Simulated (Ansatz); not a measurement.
FeSi2: several calculations on one system

Part 1: Relaxation

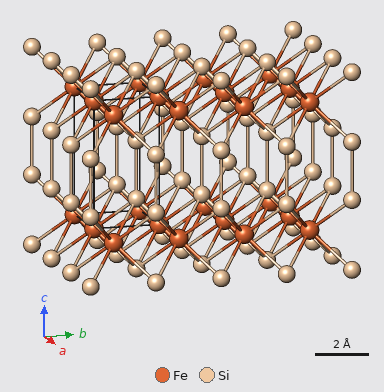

This is the input geometry for a relaxation of solid FeSi$_{2}$ (set up in P4/mmm). Style: ball-and-stick. Shown: the cell of the calculation, repeated 2 × 3 × 1 with one cell outlined, slightly off an axis.

Case: relaxed at 25 GPa.

The calculation used DFT r2SCAN, scalar-relativistic, plane waves, PAW (Ansatz).

The input:
```yaml
crystal:
  lattice:
    - [2.5818716424, 0.0, 0.0]
    - [0.0, 2.5818716424, 0.0]
    - [0.0, 0.0, 4.9572706144]
  atoms:
    - { symbol: Fe, position: [0.0, 0.0, 0.0], spin: 0.12 }
    - { symbol: Si, position: [0.5, 0.5, 0.2728102729] }
    - { symbol: Si, position: [0.5, 0.5, 0.7271897271] }
basis:
  ecutwfc: 500
kpoints:
  mp_grid: { grid: [16, 16, 8] }
hamiltonian:
  xc: r2scan
scf:
  occupations: { method: gaussian, width: 0.1 }
output:
  forces: true
  stress: true
  eigenvalues: true
  populations: true
  write_density: true
  write_potential: true
  elf: true
  volumetric_format: npy
magnetization:
  spin_polarized: true
relax:
  adjacent_minimum: "off"
  f_tol: 0.008
  max_steps: 50
  cell: { stress_tol: 0.08, p_target: 25.0 }
```

Command:
```bash
ansatz run input.yaml --threads 1 --pin off --max-ram 2560MiB --backend cpu --events-out ev --progress --plain --runs-dir out
```

Question: Predict the outcome.

Answer: The energy falls by 20.2 meV per cell of the calculation in 2 accepted moves (3 points after the start). With the target pressure of 25 GPa, the enthalpy E + pV changes by −3.3 meV per cell of the calculation. Largest force component: 0.26 eV/Å at the start, 0.0043 eV/Å at the end. Pressure: 26.58 GPa at the start and 25.03 GPa at the end. At 1 point the geometry stayed and the basis and grid were re-selected for the new cell (energy shift of less than 0.05 meV per cell of the calculation at most each time). The largest moves relative to the cell, 0.007 Å, are those of Si2 and Si3. Si2 goes along +c. Fe stays in place. The drawn cell changes as follows: a = b 2.582 → 2.579 Å (−0.1 %), c 4.957 → 4.984 Å (+0.5 %); the volume changes by +0.3 %. Near-neighbour distances that change, for instance: Fe1–Si2 2.272 → 2.279 Å. The space group stays P4/mmm (No. 123).

History of the run:

| step | E − E(0), meV/atom | largest force component, eV/Å | pressure, GPa | volume, Å³/atom | note |
| --- | --- | --- | --- | --- | --- |
| 0 | 0.00 | 0.2573 | 26.58 | 11.015 |  |
| 1 | -3.02 | 0.0710 | 25.79 | 11.028 |  |
| 2 | -6.73 | 0.0042 | 25.03 | 11.051 |  |
| 3 | -6.74 | 0.0043 | 25.03 | 11.051 | same geometry, new basis |

Part 2: Relaxation

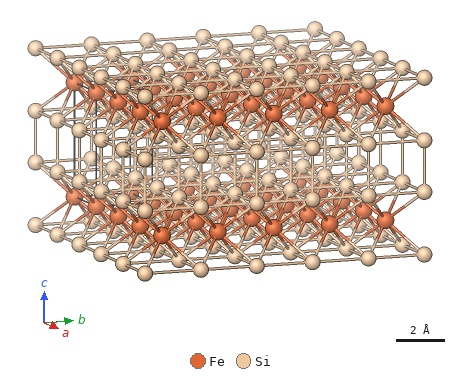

This is the input geometry for a relaxation of a crystal of FeSi$_{2}$ (set up in P4/mmm). The picture is a ball-and-stick view of the cell of the calculation, repeated 4 × 4 × 1 with one cell outlined, seen slightly off an axis.

Case: relaxed at 50 GPa.

All numbers below come from DFT r2SCAN, scalar-relativistic, plane waves, PAW (Ansatz 0.2.0).

Input
```yaml
crystal:
  lattice:
    - [2.5137803392, 0.0, 0.0]
    - [0.0, 2.5137803392, 0.0]
    - [0.0, 0.0, 4.8578403326]
  atoms:
    - { symbol: Fe, position: [0.0, 0.0, 0.0], spin: 0.14 }
    - { symbol: Si, position: [0.5, 0.5, 0.2741551895] }
    - { symbol: Si, position: [0.5, 0.5, 0.7258448105] }
basis:
  ecutwfc: 500
kpoints:
  mp_grid: { grid: [16, 16, 10] }
hamiltonian:
  xc: r2scan
scf:
  occupations: { method: gaussian, width: 0.1 }
output:
  forces: true
  stress: true
  eigenvalues: true
  populations: true
magnetization:
  spin_polarized: true
relax:
  adjacent_minimum: "off"
  f_tol: 0.008
  max_steps: 50
  cell: { stress_tol: 0.08, p_target: 50.0 }
```

Command:
```bash
ansatz run input.yaml --threads 1 --pin off --max-ram 2560MiB --backend cpu --events-out ev --progress --plain --runs-dir out
```

What does the optimiser find from here?

Answer. Over 3 accepted moves (4 points after the start) the energy falls by 52.9 meV per cell of the calculation. With the target pressure of 50 GPa, the enthalpy E + pV changes by −8.1 meV per cell of the calculation. Largest force component: 0.43 eV/Å at the start, 0.0013 eV/Å at the end. The pressure goes from 52.87 to 50.01 GPa. At 1 point the geometry stayed and the basis and grid were re-selected for the new cell (energy shift of 0.1 meV per cell of the calculation at most each time). The largest moves relative to the cell, 0.010 Å, are those of Si2 and Si3. Si2 goes along +c. Fe stays in place. The drawn cell changes as follows: a = b 2.514 → 2.509 Å (−0.2 %), c 4.858 → 4.898 Å (+0.8 %); the volume changes by +0.5 %. Near-neighbour distances that change, for instance: Fe1–Si2 2.221 → 2.231 Å, Fe1–Fe1 2.514 → 2.509 Å, Si2–Si2 2.514 → 2.509 Å. The space group stays P4/mmm (No. 123). The program noted that the starting moments weren't kept.

The end point in the same view:

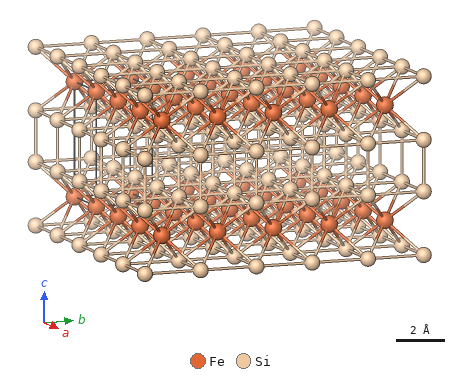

Part 3: A change

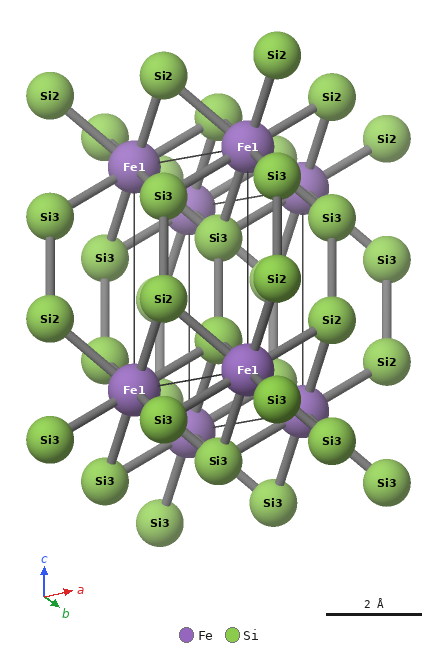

Reference structure: a crystal of FeSi2 (set up in P4/mmm). Style: ball-and-stick. Shown: the cell of the calculation, from a free direction.

All numbers below come from DFT r2SCAN, scalar-relativistic, plane waves, PAW (Ansatz 0.2.0). Settings: plane-wave cutoff 500 eV; occupations gaussian; smearing width 0.1 eV; collinear spin. The k-mesh is chosen for each cell (16×16×8, 16×16×10).

Now this is done to it. The crystal is put under a hydrostatic pressure of 50 GPa. Cell and atoms are relaxed at that pressure.

Input

The input is the one shown above.

**What does the calculation give for the changed structure?**

It costs 262 meV per atom. (The two runs use different k-meshes.) Pressure: 0.0 GPa before, 50.0 GPa after. The absolute magnetisation per cell goes from 0.21 to 0.00 μB (net moment 0.13 and 0.00 μB). Cell: a = b 2.682 → 2.509 Å (−6.5 %), c 5.104 → 4.898 Å (−4.0 %). Volume −16.0 %. The largest moves relative to the cell, 0.025 Å, are those of Si2 and Si3. Si3 goes along −c. Fe stays in place. Among the bonded contacts that change: Si–Si 2.682 → 2.509 Å, Si–Si 2.337 → 2.192 Å, Fe–Si 2.348 → 2.231 Å. The space group stays P4/mmm (No. 123).

Drawn alike, the variant:

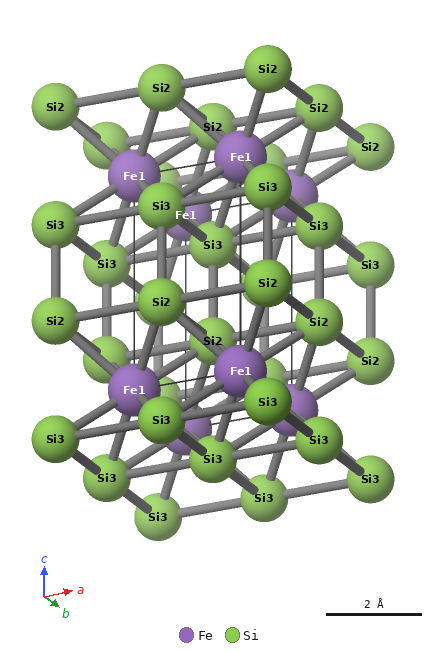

Part 4: Series

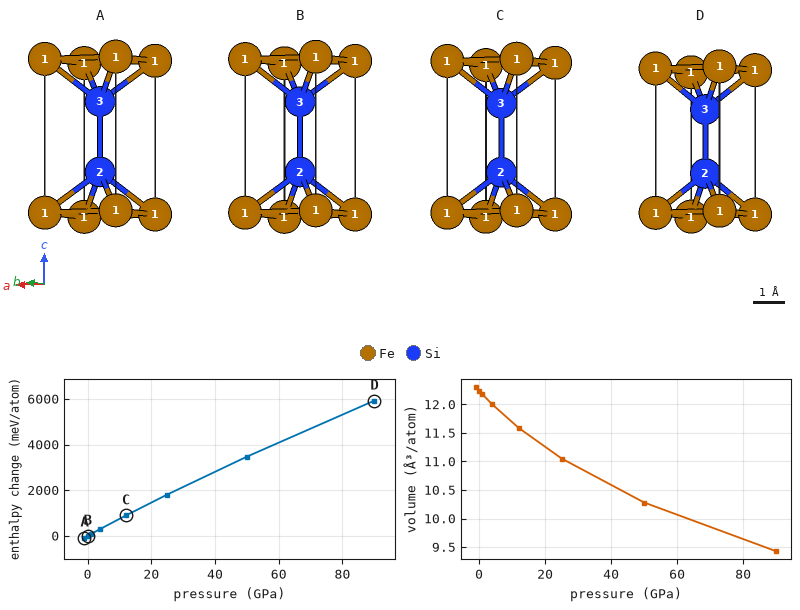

Members of a series of calculations on a crystal of FeSi2 (set up in P4/mmm), marked on the first curve. A ball-and-stick model of the cell of the calculation, seen from a free direction.

These are results of Ansatz 0.2.0, DFT r2SCAN, scalar-relativistic, plane waves, PAW, not measurements. (plane-wave cutoff 500 eV; occupations gaussian; smearing width 0.1 eV; collinear spin) The k-mesh is chosen for each cell (16×16×8, 16×16×10, 18×18×10).

> How does the crystal respond to pressure?

The structure is relaxed at several pressures. A (pressure −1.0 GPa): enthalpy change −76.6 meV/atom, volume 12.31 Å³ per atom. B (pressure 0.0 GPa): enthalpy change 0.0 meV/atom, volume 12.24 Å³ per atom. C (pressure 12.0 GPa): enthalpy change 891 meV/atom, volume 11.59 Å³ per atom. D (pressure 90.0 GPa): enthalpy change 5923 meV/atom, volume 9.43 Å³ per atom. The rest compares A with D. Cell: a = b 2.688 → 2.428 Å (−9.7 %), c 5.109 → 4.798 Å (−6.1 %). Volume −23.4 %. Some distances before and after: Fe–Fe 2.688 → 2.428 Å, Si–Si 2.688 → 2.428 Å, Si–Si 2.342 → 2.125 Å.
